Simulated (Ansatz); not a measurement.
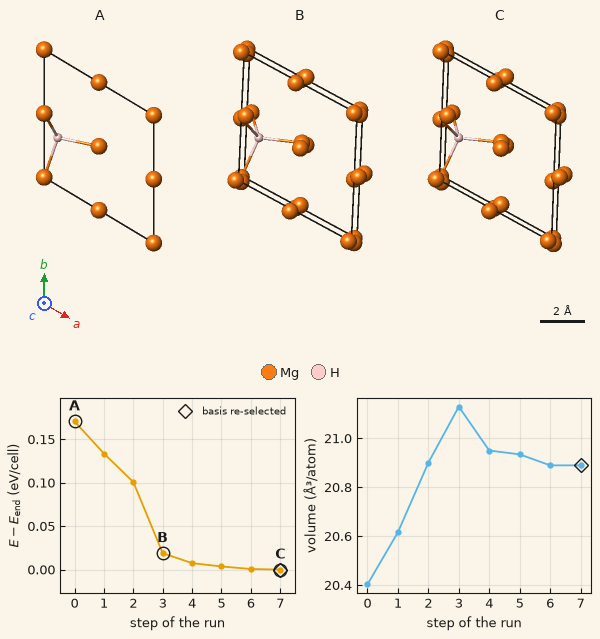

Frames of a relaxation of a crystal of Mg$_{8}$H (set up in I-4m2) (coarse preliminary run), marked on the history of the run. A ball-and-stick model of the cell of the calculation, seen along the c axis.

Case: 1 H put on empty site 1 of 8 host cells, relaxed.

Level of theory: Ansatz 0.2.0, DFT PBE, scalar-relativistic, plane waves, PAW.

Input file:
```yaml
crystal:
  lattice:
    - [-3.6145662947, 3.6145662947, 3.5136802483]
    - [3.6145662947, -3.6145662947, 3.5136802483]
    - [3.6145662947, 3.6145662947, -3.5136802483]
  atoms:
    - { symbol: Mg, position: [0.0, 0.0, 0.0] }
    - { symbol: Mg, position: [0.0, 0.0, 0.5] }
    - { symbol: Mg, position: [0.0, 0.5, 0.0] }
    - { symbol: Mg, position: [0.0, 0.5, 0.5] }
    - { symbol: Mg, position: [0.5, 0.0, 0.0] }
    - { symbol: Mg, position: [0.5, 0.0, 0.5] }
    - { symbol: Mg, position: [0.5, 0.5, 0.0] }
    - { symbol: Mg, position: [0.5, 0.5, 0.5] }
    - { symbol: H, position: [0.125, 0.375, 0.25] }
basis:
  ecutwfc: 420
kpoints:
  mp_grid: { grid: [4, 4, 4] }
hamiltonian:
  xc: pbe
scf:
  occupations: { method: gaussian, width: 0.1 }
output:
  forces: true
  stress: true
  eigenvalues: true
relax:
  adjacent_minimum: "off"
  f_tol: 0.0325
  max_steps: 70
  cell: { stress_tol: 0.24 }
```

Run as
```bash
ansatz run input.yaml --threads 2 --pin off --max-ram 5120MiB --backend cpu --events-out ev --progress --plain --runs-dir out
```

What happens along the run?

The largest moves relative to the cell, 0.27 Å, are those of Mg2, Mg5, Mg6 and Mg7. Mg6 goes along [1 2 1]. H stays in place. Cell: a = b = c 6.203 → 6.255 Å (+0.8 %), α 108.7° → 111.0°, β 108.7° → 111.0°, γ 111.0° → 106.4°. Volume +2.4 %. Near-neighbour distances that change, for instance: Mg1–H9 2.009 → 1.988 Å. Among the angles between lasting bonds that change: Mg1–H9–Mg4 128.2° → 109.2°, Mg1–H9–Mg3 101.0° → 109.6°. The space group stays I-4m2 (No. 119). After 6 accepted moves (7 points after the start) the energy has fallen by 0.171 eV per cell of the calculation. Largest force component: 0.15 eV/Å at the start, 0.0068 eV/Å at the end. The pressure goes from 0.59 to 0.00 GPa. The SCF was repeated once at an unchanged geometry on a basis and grid sized afresh for the cell, which shifted the energy by 0.7 meV per cell of the calculation at most. The run took 34 s on 2 threads of Arm Neoverse V1 (shared host), peak memory 0.45 GiB. From step 0 to 3: Mg atoms move most (0.23 Å), volume +3.6 %, energy −0.152 eV per cell of the calculation. From step 3 to 7: Mg atoms move most (0.06 Å), volume −1.1 %, energy −18.9 meV per cell of the calculation.

| step | E − E(0), meV/atom | largest force component, eV/Å | pressure, GPa | volume, Å³/atom | note |
| --- | --- | --- | --- | --- | --- |
| 0 | 0.00 | 0.1528 | 0.59 | 20.403 |  |
| 1 | -4.11 | 0.1477 | 0.10 | 20.616 |  |
| 2 | -7.75 | 0.1415 | -0.36 | 20.900 |  |
| 3 | -16.85 | 0.1190 | -0.49 | 21.130 |  |
| 4 | -18.13 | 0.0246 | -0.11 | 20.950 |  |
| 5 | -18.55 | 0.0164 | -0.05 | 20.935 |  |
| 6 | -18.88 | 0.0068 | -0.01 | 20.890 |  |
| 7 | -18.96 | 0.0068 | 0.00 | 20.890 | same geometry, new basis |
